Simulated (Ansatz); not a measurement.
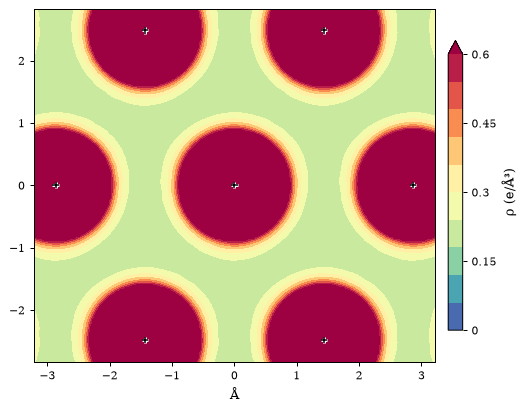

The valence charge density (pseudo) on a plane through atoms (crosses mark nuclei in the plane).

These are results of DFT PBEsol, scalar-relativistic, plane waves, PAW in Ansatz 0.2.0, not measurements.

Candidates:
A. Si, a = 5.43 Å, b = 5.43 Å, c = 5.43 Å, α = 90.00°, β = 90.00°, γ = 90.00°. Space group Fd-3m.
B. WC, a = 4.35 Å, b = 4.35 Å, c = 8.72 Å, α = 90.00°, β = 94.76°, γ = 90.00°. Space group C2/m; a structure from a database of computed crystals, not necessarily the ambient phase; not relaxed (largest force 1.8 eV/Å).
C. Ti, a = 2.87 Å, b = 2.87 Å, c = 14.30 Å, α = 90.00°, β = 90.00°, γ = 120.00°. Space group P-3m1; not relaxed (largest force 0.4 eV/Å); computed without spin polarisation.

Which system is this?

Answer. Candidate C: Ti on the (001) plane of the conventional cell, which holds Ti. Ti–Ti (2.87 Å): ρ is about 0.2 e/Å³ halfway.
